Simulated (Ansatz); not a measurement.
## Zr₁₆O₃₁: single-point calculation (part 2 of 2)

Continued. System: Zr₁₆O₃₁ (defect cell, 47 atoms in the cell). Method: DFT PBE, scalar-relativistic, plane waves, PAW, spin-polarised (Ansatz 0.2.0); cutoff 420 eV, 2×2×2 k-mesh, Gaussian smearing of 0.05 eV, collinear spins. The structure derives from an entry of the Crystallography Open Database.

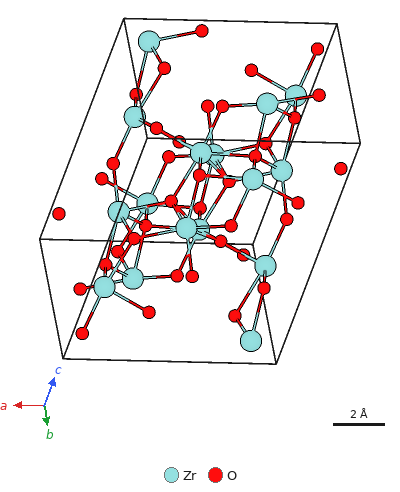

The structure as given in the input (ball-and-stick view of the cell of the calculation, seen at an oblique angle). An atom can appear more than once, as a periodic image.

### The program's output, continued
```
  k-point 0 ↑: bands = ["-37.1748", "-37.1537", "-37.1473", "-37.1411", "-37.1365", "-37.1334", "-37.1198", "-37.1175", "-37.1133", "-37.1097", "-37.1030", "-37.0989", "-36.9817", "-36.9307", "-36.7746", "-36.7571", "-15.7888", "-15.7335", "-15.7247", "-15.6598", "-15.6521", "-15.6285", "-15.6114", "-15.5695", "-15.5650", "-15.5546", "-15.5428", "-15.5365", "-15.5042", "-15.4839", "-15.4539", "-15.4314", "-15.4158", "-15.3983", "-15.3917", "-15.3799", "-15.3573", "-15.3022", "-15.2834", "-15.2734",
      "-15.2484", "-15.2379", "-15.2094", "-15.2029", "-15.1736", "-15.1551", "-15.1442", "-15.1236", "-15.1197", "-15.1090", "-15.0981", "-15.0875", "-15.0721", "-15.0670", "-15.0554", "-15.0212", "-15.0143", "-14.9940", "-14.9828", "-14.9515", "-14.9148", "-14.8621", "-14.7940", "-14.7202", "-7.2072", "-6.3984", "-6.3774", "-6.3116", "-6.3000", "-6.2699", "-6.2486", "-6.2229", "-6.1975", "-6.1611", "-6.0528", "-6.0242", "-5.9834", "-5.9803", "-5.9600", "-5.6310",
      "-5.6258", "-5.5877", "-5.5659", "-5.5128", "-5.4847", "-5.4726", "-5.4655", "-5.4530", "-5.4352", "-5.4320", "-5.3884", "-5.3475", "-5.3301", "-5.1711", "-5.0708", "5.3965", "5.4302", "5.8548", "5.8926", "5.9859", "5.9985", "6.0407", "6.0684", "6.1600", "6.2045", "6.2153", "6.2272", "6.2319", "6.2634", "6.3430", "6.3587", "6.3904", "6.4317", "6.4782", "6.5284", "6.5579", "6.6200", "6.6946", "6.7375", "6.7618",
      "6.8051", "6.8293", "6.8539", "6.9617", "7.0678", "7.1326", "7.1487", "7.2192", "7.2932", "7.4563", "7.5013", "7.5446", "7.5681", "7.6012", "7.6795", "7.7050", "7.7686", "7.8177", "7.8651", "7.9072", "7.9122", "8.0173", "8.0784", "8.1159", "8.1894", "8.3008", "8.3240", "8.3446", "8.3976", "8.4153", "8.4720", "8.5009", "8.5552", "8.5752", "8.5978", "8.6186", "8.6863", "8.7358", "8.7723", "8.8108",
      "8.8305", "8.8950", "8.9465", "8.9828", "9.0137", "9.0323", "9.0543", "9.1341", "9.1866", "9.3130", "9.3183", "9.3669", "9.4166", "9.4344", "9.4509", "9.4623", "9.4691", "9.5161", "9.6224", "9.6684", "9.7042", "9.7330", "9.7449", "9.8493", "9.8872", "9.8990", "10.0811", "10.3334", "12.6131", "14.0914", "14.1835", "14.3983", "14.4030", "14.5970", "14.7011", "14.7323", "14.7944", "14.8384", "14.9281", "14.9566",
      "15.0014", "15.0463", "15.1241", "15.2283", "15.2917", "15.3379"]
  k-point 1 ↑: bands = ["-37.1685", "-37.1637", "-37.1456", "-37.1410", "-37.1369", "-37.1306", "-37.1213", "-37.1169", "-37.1132", "-37.1092", "-37.1034", "-37.0987", "-36.9817", "-36.9307", "-36.7746", "-36.7570", "-15.7328", "-15.7112", "-15.7083", "-15.6848", "-15.6588", "-15.6365", "-15.6286", "-15.6259", "-15.6099", "-15.5794", "-15.5514", "-15.5403", "-15.5275", "-15.4862", "-15.4771", "-15.4469", "-15.4036", "-15.3724", "-15.3510", "-15.3475", "-15.3030", "-15.2776", "-15.2637", "-15.2541",
      "-15.2272", "-15.2207", "-15.2176", "-15.1989", "-15.1775", "-15.1659", "-15.1445", "-15.1298", "-15.1272", "-15.1106", "-15.0988", "-15.0916", "-15.0861", "-15.0807", "-15.0603", "-15.0215", "-15.0162", "-14.9987", "-14.9841", "-14.9600", "-14.9253", "-14.8626", "-14.7929", "-14.7251", "-6.8944", "-6.8486", "-6.3317", "-6.3127", "-6.3028", "-6.2614", "-6.1919", "-6.1664", "-6.1555", "-6.1509", "-6.1363", "-6.1077", "-6.0879", "-6.0722", "-6.0678", "-5.5676",
      "-5.5155", "-5.5086", "-5.5056", "-5.4836", "-5.4671", "-5.4260", "-5.3864", "-5.3824", "-5.3738", "-5.3603", "-5.3558", "-5.3441", "-5.3315", "-5.2877", "-5.2756", "5.5949", "5.6662", "5.8179", "5.8245", "5.8544", "5.8831", "5.9520", "5.9532", "5.9609", "5.9993", "6.0587", "6.1199", "6.1483", "6.3090", "6.3373", "6.3713", "6.3992", "6.4799", "6.5630", "6.6068", "6.6606", "6.6755", "6.7608", "6.7764", "6.8382",
      "6.8798", "7.0117", "7.0248", "7.0384", "7.0719", "7.1420", "7.1666", "7.1884", "7.2423", "7.4038", "7.4444", "7.4833", "7.5081", "7.5366", "7.5527", "7.6792", "7.7807", "7.8352", "7.8945", "7.9097", "8.0730", "8.1401", "8.2041", "8.2417", "8.2853", "8.3027", "8.3167", "8.3683", "8.3892", "8.3941", "8.4304", "8.4475", "8.4564", "8.4714", "8.5010", "8.5872", "8.7259", "8.8081", "8.8448", "8.8482",
      "8.8860", "8.9124", "8.9262", "8.9709", "9.0712", "9.1001", "9.1349", "9.1616", "9.1790", "9.1965", "9.2445", "9.3345", "9.3870", "9.4020", "9.4163", "9.4241", "9.4463", "9.4647", "9.6389", "9.6814", "9.7159", "9.7436", "9.7607", "9.7677", "9.7995", "9.8276", "10.1823", "10.1944", "12.6525", "14.1999", "14.4665", "14.4937", "14.5508", "14.5866", "14.6239", "14.6293", "14.6720", "14.8252", "14.8973", "14.9813",
      "15.0362", "15.1026", "15.1365", "15.1803", "15.2236", "15.3425"]
  k-point 2 ↑: bands = ["-37.1681", "-37.1579", "-37.1508", "-37.1437", "-37.1350", "-37.1302", "-37.1221", "-37.1204", "-37.1130", "-37.1089", "-37.1035", "-37.0956", "-36.9817", "-36.9307", "-36.7749", "-36.7568", "-15.7192", "-15.7113", "-15.7042", "-15.6897", "-15.6598", "-15.6435", "-15.6339", "-15.6225", "-15.6132", "-15.5926", "-15.5681", "-15.5599", "-15.5208", "-15.4815", "-15.4708", "-15.4374", "-15.3917", "-15.3666", "-15.3573", "-15.3506", "-15.2888", "-15.2779", "-15.2644", "-15.2541",
      "-15.2413", "-15.2132", "-15.1924", "-15.1894", "-15.1664", "-15.1585", "-15.1447", "-15.1323", "-15.1242", "-15.1159", "-15.1076", "-15.0981", "-15.0921", "-15.0685", "-15.0591", "-15.0359", "-15.0272", "-15.0064", "-14.9825", "-14.9532", "-14.9179", "-14.8608", "-14.8014", "-14.7346", "-6.7941", "-6.7581", "-6.5834", "-6.5587", "-6.2327", "-6.1977", "-6.1810", "-6.1680", "-6.1575", "-6.1290", "-6.0968", "-6.0564", "-6.0263", "-6.0168", "-5.9906", "-5.6012",
      "-5.5861", "-5.5777", "-5.5553", "-5.5019", "-5.4948", "-5.4800", "-5.4750", "-5.4184", "-5.3635", "-5.3335", "-5.3331", "-5.2688", "-5.2562", "-5.2466", "-5.2192", "5.7975", "5.8084", "5.8457", "5.8603", "5.8724", "5.8796", "5.9009", "5.9344", "5.9607", "6.0544", "6.0927", "6.1099", "6.1334", "6.2170", "6.2665", "6.3321", "6.3617", "6.3978", "6.4505", "6.5948", "6.6204", "6.6394", "6.7173", "6.7694", "6.8148",
      "6.8677", "6.9704", "6.9837", "7.0279", "7.0443", "7.0813", "7.1286", "7.2208", "7.2293", "7.2970", "7.4511", "7.4973", "7.5492", "7.6849", "7.7272", "7.8012", "7.8804", "7.8964", "7.9293", "7.9590", "7.9798", "7.9998", "8.0511", "8.1610", "8.2308", "8.3285", "8.3347", "8.3673", "8.4108", "8.4243", "8.4645", "8.4792", "8.5271", "8.5959", "8.6382", "8.7234", "8.7343", "8.7511", "8.7884", "8.8421",
      "8.8588", "8.8894", "8.9087", "8.9688", "8.9921", "9.0070", "9.0590", "9.0775", "9.1119", "9.1707", "9.2216", "9.3017", "9.3194", "9.3463", "9.4500", "9.4979", "9.5474", "9.5896", "9.6311", "9.6615", "9.6804", "9.7540", "9.8246", "9.8672", "9.9742", "9.9877", "10.0026", "10.0361", "12.6463", "14.2117", "14.2228", "14.3393", "14.6232", "14.6405", "14.6893", "14.7234", "14.7603", "14.8323", "14.9079", "14.9288",
      "14.9594", "15.0897", "15.1700", "15.2436", "15.2812", "15.3355"]
  k-point 7 ↓: bands = ["-37.1643", "-37.1569", "-37.1496", "-37.1449", "-37.1398", "-37.1328", "-37.1274", "-37.1172", "-37.1088", "-37.1076", "-37.1053", "-37.0948", "-36.9815", "-36.9307", "-36.7749", "-36.7567", "-15.7528", "-15.7495", "-15.7200", "-15.7064", "-15.6736", "-15.6299", "-15.6145", "-15.5974", "-15.5812", "-15.5598", "-15.5583", "-15.5247", "-15.4855", "-15.4717", "-15.4542", "-15.4457", "-15.4192", "-15.3927", "-15.3856", "-15.3639", "-15.3463", "-15.2509", "-15.2478", "-15.2356",
      "-15.2233", "-15.2100", "-15.1922", "-15.1845", "-15.1717", "-15.1626", "-15.1561", "-15.1517", "-15.1385", "-15.1205", "-15.0996", "-15.0964", "-15.0823", "-15.0698", "-15.0457", "-15.0372", "-15.0204", "-15.0088", "-14.9821", "-14.9561", "-14.9328", "-14.8594", "-14.8016", "-14.7336", "-6.6367", "-6.5606", "-6.5365", "-6.4509", "-6.4328", "-6.3963", "-6.3760", "-6.3004", "-6.2472", "-6.1110", "-6.0885", "-6.0858", "-6.0150", "-5.9614", "-5.9156", "-5.7549",
      "-5.5791", "-5.5686", "-5.5181", "-5.4952", "-5.4441", "-5.4154", "-5.4033", "-5.3914", "-5.3385", "-5.3283", "-5.3213", "-5.3032", "-5.2848", "-5.2046", "-5.1831", "5.3722", "5.6559", "5.7453", "5.8390", "5.8663", "5.9672", "6.0121", "6.0936", "6.1173", "6.1649", "6.1768", "6.2226", "6.3080", "6.3150", "6.3458", "6.3719", "6.4003", "6.4787", "6.5714", "6.5939", "6.6081", "6.6773", "6.6918", "6.7799", "6.7989",
      "6.9068", "6.9104", "6.9425", "7.0046", "7.0358", "7.0475", "7.0623", "7.1872", "7.2724", "7.3212", "7.3497", "7.4260", "7.4908", "7.5556", "7.6594", "7.6827", "7.7247", "7.7789", "7.8286", "7.8737", "7.9064", "7.9767", "8.0002", "8.0686", "8.1499", "8.2022", "8.2227", "8.2620", "8.2967", "8.4213", "8.4397", "8.5106", "8.5651", "8.5860", "8.6975", "8.7392", "8.7665", "8.7956", "8.8273", "8.8604",
      "8.8771", "8.9412", "9.0088", "9.0499", "9.1066", "9.1336", "9.1614", "9.1810", "9.2042", "9.2724", "9.3200", "9.3506", "9.3573", "9.3692", "9.4658", "9.4956", "9.5231", "9.5565", "9.5911", "9.6514", "9.6583", "9.7353", "9.7930", "9.8844", "9.9030", "9.9183", "9.9646", "10.2659", "12.6996", "13.9464", "14.2570", "14.4687", "14.5312", "14.6510", "14.7752", "14.8569", "14.8869", "14.8977", "14.9082", "14.9448",
      "15.0450", "15.0691", "15.0895", "15.1887", "15.2999", "15.3394"]
--- Löwdin populations: 47 sites ---
  site symbol       q [e]    m [muB]
     0     Zr     10.7351     0.0000
     1     Zr     10.5688    -0.0000
     2     Zr     10.5663    -0.0000
     3     Zr     10.5662    -0.0000
     4     Zr     10.5654    -0.0000
     5     Zr     10.7733     0.0000
     6     Zr     10.5647    -0.0000
     7     Zr     10.5661    -0.0000
     8     Zr     10.5657    -0.0000
     9     Zr     10.7450     0.0000
    10     Zr     10.5621    -0.0000
    11     Zr     10.5621    -0.0000
    12     Zr     10.5624    -0.0000
    13     Zr     10.5644    -0.0000
    14     Zr     10.6838     0.0000
    15     Zr     10.5638    -0.0000
    16      O      6.6991     0.0000
    17      O      6.6957     0.0000
    18      O      6.6931     0.0000
    19      O      6.6892    -0.0000
    20      O      6.6935    -0.0000
    21      O      6.6910    -0.0000
    22      O      6.6928    -0.0000
    23      O      6.6946     0.0000
    24      O      6.6792    -0.0000
    25      O      6.6911     0.0000
    26      O      6.6878    -0.0000
    27      O      6.6837    -0.0000
    28      O      6.6896    -0.0000
    29      O      6.6941     0.0000
    30      O      6.6924     0.0000
    31      O      6.6432    -0.0000
    32      O      6.6408    -0.0000
    33      O      6.6432    -0.0000
    34      O      6.6437     0.0000
    35      O      6.6470    -0.0000
    36      O      6.6383    -0.0000
    37      O      6.6424    -0.0000
    38      O      6.6420     0.0000
    39      O      6.6415     0.0000
    40      O      6.6280    -0.0000
    41      O      6.6440    -0.0000
    42      O      6.6472     0.0000
    43      O      6.6382     0.0000
    44      O      6.6422    -0.0000
    45      O      6.6464    -0.0000
    46      O      6.6452    -0.0000
  spilling = 0.004350 (of n_electrons = 378.000000)
--- Band densities, each state counted as filled ---
  window                                       electrons  max residual (eV)  cut levels
  e_range: [-1.22, -0.61]            1.000000 + 1.000000             6.5e-7           0
  e_range: [0.61, 1.22]              3.875000 + 3.875000             1.2e-6           0
  e_range: [-0.74, -0.59]            1.000000 + 1.000000             6.5e-7           0
```

### Key numbers

```json
{"quantity": "outcome", "value": "converged"}
{"quantity": "electrons treated", "value": "378"}
{"quantity": "free energy", "value": "−84613.4637 eV"}
{"quantity": "Fermi energy", "value": "13.326 eV"}
{"quantity": "gap on the k-point mesh", "value": "1.24 eV"}
{"quantity": "net moment of the cell", "value": "0.00 μB"}
{"quantity": "integrated absolute moment", "value": "0.00 μB"}
{"quantity": "largest force (length of the vector)", "value": "0.019 eV/Å"}
{"quantity": "wall time", "value": "6.7 min (CPU time 27 min)"}
{"quantity": "peak memory", "value": "3.9 GiB"}
```
